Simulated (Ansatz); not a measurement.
**Run report: Mg8F15 (charge +1), single-point calculation (part 1 of 2)**

The run: single-point calculation of Mg8F15 (defect cell, 23 atoms in the cell, total charge +1). Method and program: DFT PBE, scalar-relativistic, plane waves, PAW, no spin polarisation (Ansatz 0.2.0).

The structure derives from an entry of the Crystallography Open Database. It belongs to a series of runs on one base structure; here: half-way along the straight path, unrelaxed. Figures and captions count atoms from 1; the log counts them from 0 in places.

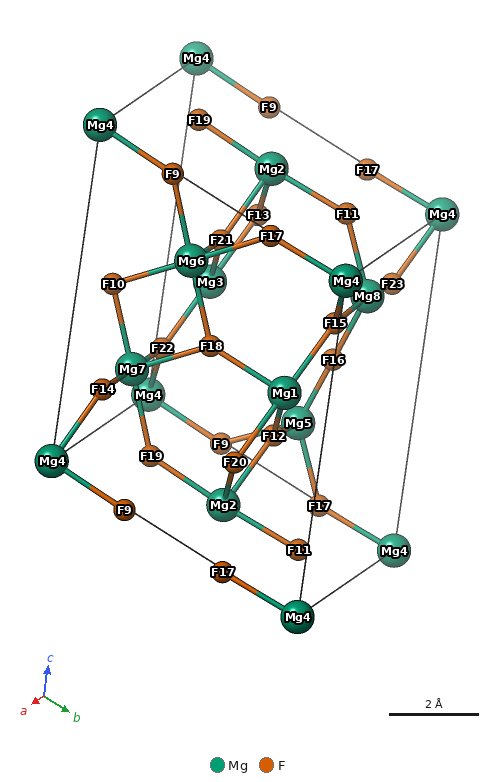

Fig. 1: The structure (ball-and-stick view of the cell of the calculation, seen slightly off an axis; atoms are numbered from 1 in the order of the input). Near neighbours in the crystal (not all of them lie inside the picture): Mg has 6 F at 1.99 to 2.06 Å; Mg has 4 F at 1.95 Å; Mg has 5 F at 1.74 to 1.99 Å; F has 3 Mg at 1.94 to 2.06 Å; F has 2 Mg at 1.74 Å.

### The input
```yaml
crystal:
  lattice:
    - [-4.6978727317, 4.6978727317, 0.0]
    - [4.6978727317, 4.6978727317, 0.0]
    - [0.0, -4.6978727317, -6.1851578341]
  atoms:
    - { symbol: Mg, position: [0.75, 0.7500000504, 0.5] }
    - { symbol: Mg, position: [0.5010028916, 0.5010029319, 0.0020057833] }
    - { symbol: Mg, position: [0.25, 0.2499997864, 0.5] }
    - { symbol: Mg, position: [-0.0010028916, -0.0010028514, -0.0020057833] }
    - { symbol: Mg, position: [0.1090668332, 0.6090667731, 0.2181336665] }
    - { symbol: Mg, position: [0.8704392996, 0.3704393476, 0.7408785992] }
    - { symbol: Mg, position: [0.6295607004, 0.1295607484, 0.2591214008] }
    - { symbol: Mg, position: [0.3909331668, 0.8909331066, 0.7818663335] }
    - { symbol: F, position: [-0.0055324283, 0.2953084426, -0.0110648566] }
    - { symbol: F, position: [0.75, 0.0509651219, 0.5] }
    - { symbol: F, position: [0.5055324283, 0.8063732992, 0.0110648566] }
    - { symbol: F, position: [0.4228872299, 0.6253519884, 0.2507039589] }
    - { symbol: F, position: [0.1789211496, 0.3699758912, 0.7399517512] }
    - { symbol: F, position: [0.9389693984, 0.13002414, 0.2600482488] }
    - { symbol: F, position: [0.672183271, 0.8746480295, 0.7492960411] }
    - { symbol: F, position: [0.25, 0.7499999074, 0.5] }
    - { symbol: F, position: [-0.0055323676, 0.6936267771, -0.0110647353] }
    - { symbol: F, position: [0.75, 0.449034948, 0.5] }
    - { symbol: F, position: [0.5055323676, 0.2046915124, 0.0110647353] }
    - { symbol: F, position: [0.827816729, 0.6253519884, 0.2507039589] }
    - { symbol: F, position: [0.5610306016, 0.3699758912, 0.7399517512] }
    - { symbol: F, position: [0.3210788504, 0.13002414, 0.2600482488] }
    - { symbol: F, position: [0.0771127701, 0.8746480295, 0.7492960411] }
total_charge: 1
basis:
  ecutwfc: 420
kpoints:
  mp_grid: { grid: [4, 4, 4] }
hamiltonian:
  xc: pbe
scf:
  occupations: { method: gaussian, width: 0.05 }
output:
  forces: true
  stress: true
  eigenvalues: true
  write_density: true
  write_potential: true
  elf: true
  volumetric_format: npy
```

Launch command:
```bash
ansatz run input.yaml --threads 4 --pin off --max-ram 9216MiB --backend cpu --events-out ev --progress --plain --runs-dir out
```

### The program's output
```
Warning: the atoms were moved onto the symmetric positions of the space group found under crystal.symmetry.tolerance 1.0e-5 (fractional; no operation is sought that the atoms, as they stand in a round, miss by more than twice it, and no atom is moved by as much as it), and the run uses the moved positions. Before a round's move an operation carried an atom to 2.84e-6 Å from where it should land, the largest such distance. Atom 2 (counting from 0) moved farthest, by 1.42e-6 Å; the longest move in fractions of the cell, of whichever atom, is 0.02 of the tolerance, in 1 round. To run the atoms as typed, lower crystal.symmetry.tolerance until the operations that they miss are no longer found, or set crystal.symmetry.detect: false (a key that needs symmetry detection or time reversal refuses this as the deck is read). The positions used, in the order of the run's atom list: position: [0.75, 0.75, 0.5]; position: [0.50100289165, 0.50100289165, 0.0020057833]; position: [0.25, 0.24999999999999994, 0.5]; position: [-0.0010028916500000045, -0.0010028916500000522, -0.0020057833]; position: [0.10906683325, 0.60906683325, 0.2181336665]; position: [0.8704392996, 0.37043929959999994, 0.7408785992]; position: [0.6295607004, 0.12956070039999995, 0.2591214008]; position: [0.39093316675, 0.89093316675, 0.7818663335]; position: [-0.005532397975000003, 0.29530846510000003, -0.011064795949999975]; position: [0.75, 0.05096508694999993, 0.5]; position: [0.505532397975, 0.80637326105, 0.011064795949999994]; position: [0.4228872299, 0.62535197945, 0.2507039589]; position: [0.1789211496, 0.36997587559999995, 0.7399517512]; position: [0.9389693984, 0.13002412439999994, 0.2600482488]; position: [0.672183271, 0.8746480205499999, 0.7492960411]; position: [0.25, 0.75, 0.5]; position: [-0.005532397975000029, 0.6936267389499999, -0.011064795950000018]; position: [0.75, 0.44903491304999993, 0.5]; position: [0.505532397975, 0.20469153489999994, 0.011064795949999994]; position: [0.827816729, 0.62535197945, 0.2507039589]; position: [0.5610306016, 0.36997587559999995, 0.7399517512]; position: [0.3210788504, 0.13002412439999994, 0.2600482488]; position: [0.0771127701, 0.8746480205499999, 0.7492960411];
Engine: ansatz 0.2.0, aarch64-unknown-linux-gnu
Pseudopotentials: kind: paw
Pseudopotential: Mg, paw, valence charge 10, recommended cutoff 420 eV (normal), Mg.paw.azcp
Pseudopotential: F, paw, valence charge 7, recommended cutoff 420 eV (normal), F.paw.azcp
Functional definition: PBE
  parameter kappa = 0.804
  parameter beta = 0.06672455060314922
  exchange = pbe_x(kappa = kappa, mu = beta*pi^2/3)
  correlation = pbe_c(beta = beta)
Crystal: 23 atoms, lattice volume = 273.013 Å³
Basis set: ecut = 420 eV, 5293 PW (Γ), exchange–correlation on 90×90×108 points (8 copies of the dense FFT grid, shifted against one another)
Bands: 115, of which v1, the nominal top of the filled ones, is band 92 counted from 1 (91 counted from 0)
Symmetry: 8 space group operations
Space group: Immm (ITA 71), of the structure as read, at distance tolerance 6.5e-5 Å
k-points: 18 of 64
Non-local potential: Mg, projectors of the file, l = 0: 3, l = 1: 2, l = 2: 1
Non-local potential: F, projectors of the file, l = 0: 2, l = 1: 2, l = 2: 1
PAW form: soft (Blöchl's): semilocal exchange-correlation on the pseudo side does not see the compensation charge
PAW one-centre angular grid: Mg, 110 points (default); XC on 64 Gauss nodes
PAW one-centre angular grid: F, 110 points (default); XC on 64 Gauss nodes
Initial density: superposition of atomic densities (neutral atoms scaled as one to the charged cell's electrons: chi_scale 0, normalization atom), corrected by the library's trained network
Initial wavefunctions: pseudopotential atomic-orbital guess
Functional: x = pbe(κ = 0.804, μ = 0.2195149727645171), c = pbe(β = 0.06672455060314922)
SCF iter   1: F=—  HF=-27558.861517 eV  |F-HF|=—  |Δ(HF+E_count)|=         —  Δρ=1.97e-2  dr2=8.35e-1  ethr=1.77e-3  ⟨swp⟩=6.2  Hψ=8679  notcnv=0  defer=60
preconditioner: auto → Resta (q_TF=auto, 2.555 Å⁻¹)  ε∞=2.7  [insulator: Δε(μ)=6.084 eV  Ē_g=18.817 eV  σ=0.050 eV  W_gap=1.00  n_scr=68 (ndim 8)  ℏωp=24.6 eV  f_vac=0.126  D(μ)=0.00/eV (n_scr^D=0)  ε∞_Penn≈2.7]
SCF iter   2: F=—  HF=-27558.619561 eV  |F-HF|=—  |Δ(HF+E_count)|=   2.42e-1  Δρ=6.39e-3  dr2=1.50e-1  ethr=4.54e-4  ⟨swp⟩=2.2  Hψ=3382  notcnv=0  defer=314
SCF iter   3: F=—  HF=-27558.590988 eV  |F-HF|=—  |Δ(HF+E_count)|=   2.86e-2  Δρ=2.80e-3  dr2=4.53e-2  ethr=8.14e-5  ⟨swp⟩=2.0  Hψ=2711  notcnv=0  defer=314
SCF iter   4: F=—  HF=-27558.586145 eV  |F-HF|=—  |Δ(HF+E_count)|=   4.84e-3  Δρ=6.69e-4  dr2=1.85e-3  ethr=2.46e-5  ⟨swp⟩=2.0  Hψ=2666  notcnv=0  defer=314
SCF iter   5: F=—  HF=-27558.587350 eV  |F-HF|=—  |Δ(HF+E_count)|=   1.20e-3  Δρ=2.94e-4  dr2=1.97e-4  ethr=1.00e-6  ⟨swp⟩=2.0  Hψ=2900  notcnv=0  defer=314
SCF iter   6: F=—  HF=-27558.587561 eV  |F-HF|=—  |Δ(HF+E_count)|=   2.11e-4  Δρ=2.38e-4  dr2=8.66e-5  ethr=1.07e-7  ⟨swp⟩=2.0  Hψ=2836  notcnv=0  defer=314
SCF iter   7: F=—  HF=-27558.587417 eV  |F-HF|=—  |Δ(HF+E_count)|=   1.44e-4  Δρ=3.26e-5  dr2=1.93e-6  ethr=4.71e-8  ⟨swp⟩=2.1  Hψ=3111  notcnv=0  defer=314
SCF iter   8: F=-27558.587421 eV  HF=-27558.587421 eV  |F-HF|=5.11e-8  |Δ(HF+E_count)|=   3.48e-6  Δρ=6.58e-6  dr2=7.50e-8  ethr=5.43e-11  ⟨swp⟩=15.3  Hψ=17755  notcnv=0
SCF 1 converged in 8 iterations: F = -27558.587421 eV  dr2 = 7.50e-8
  greatest PAW one-centre occupation: 1.000 electrons in one spin orbital (limit 2), on the Mg atom at site 7 (counted from 0), in its partial waves of l = 0
```

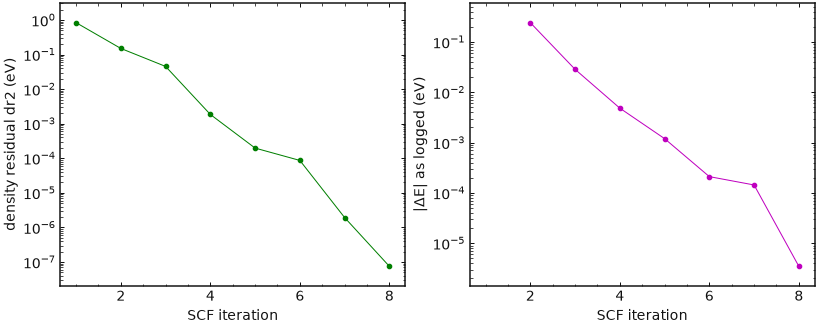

Fig. 2: Convergence of the self-consistent field: density residual dr2 and size of the energy change against the SCF iteration. The residual falls at every step.

```
SCF converged after 8 iterations
Free energy (F): -27558.587421 eV
Harris-Foulkes:  -27558.587421 eV  (|F-HF|=5.11e-8)
Internal energy: -27558.587421 eV  (E = F + TS)
E sigma→0 (E₀):  -27558.587421 eV
Fermi energy:    4.803150 eV
--- Per-component energies (eV) ---
  E_band       = -3360.310641
  E_kinetic    = 3726.701210
  E_local      = -21788.408941  (includes V_loc(G=0)·N_el)
  E_nonlocal   = 1859.769650
  E_hartree    = 7948.858591
  E_xc         = -1433.910434
  E_vxc        = -1839.594307  (∫ρ·V_xc dr)
  E_paw        = -5349.647214  (= ΣΔE_a)
  E_vpaw       = -1216.524500  (= ΣTr[D̂ρ^β])
  E_aug_tail   = 0.031398  (compensation charges beyond the density's cutoff)
  E_ewald      = -12521.981681
  E_smearing   = -0.000000  (= −TS)
  E_closure    = -0.000000  (closes the sum)
  E_deformation_potential = 12.106536  (in the stress; not in F)
  Σ components = -27558.587421   (vs F -27558.587421, Δ=0.00e0)
--- Forces (eV/Å), atoms counted from 1 ---
  atom   1  Mg    -0.00000000     0.00000000     0.00000000
  atom   2  Mg    -0.00000000     0.00000000    -0.42964347
  atom   3  Mg     0.00000000     0.00000000     0.00000000
  atom   4  Mg    -0.00000000     0.00000000     0.42964347
  atom   5  Mg     0.00000000    -0.00000000     1.77276192
  atom   6  Mg     0.00000000     0.00000000    -0.08114943
  atom   7  Mg     0.00000000     0.00000000     0.08114943
  atom   8  Mg     0.00000000     0.00000000    -1.77276192
  atom   9  F     -0.02777309    -0.02777309     0.03575237
  atom  10  F      0.09897215     0.09897215     0.00000000
  atom  11  F     -0.02777309    -0.02777309    -0.03575237
  atom  12  F     -0.32185820     0.32185820     0.38338925
  atom  13  F     -0.06029217     0.06029217     0.13410147
  atom  14  F     -0.06029217     0.06029217    -0.13410147
  atom  15  F     -0.32185820     0.32185820    -0.38338925
  atom  16  F      0.00000000     0.00000000     0.00000000
  atom  17  F      0.02777309     0.02777309     0.03575237
  atom  18  F     -0.09897215    -0.09897215     0.00000000
  atom  19  F      0.02777309     0.02777309    -0.03575237
  atom  20  F      0.32185820    -0.32185820     0.38338925
  atom  21  F      0.06029217    -0.06029217     0.13410147
  atom  22  F      0.06029217    -0.06029217    -0.13410147
  atom  23  F      0.32185820    -0.32185820    -0.38338925
  max |Σ_I F_I| component: 0.00e0 eV/Å
--- Stress (GPa, compression-positive) ---
        2.149828       0.641500       0.000000
        0.641500       2.149828       0.000000
        0.000000       0.000000       8.480213
  P = ⅓ Tr σ = 4.2600 GPa (42.600 kbar)
--- Band table (eV; the first three rows and the last of 18) ---
```
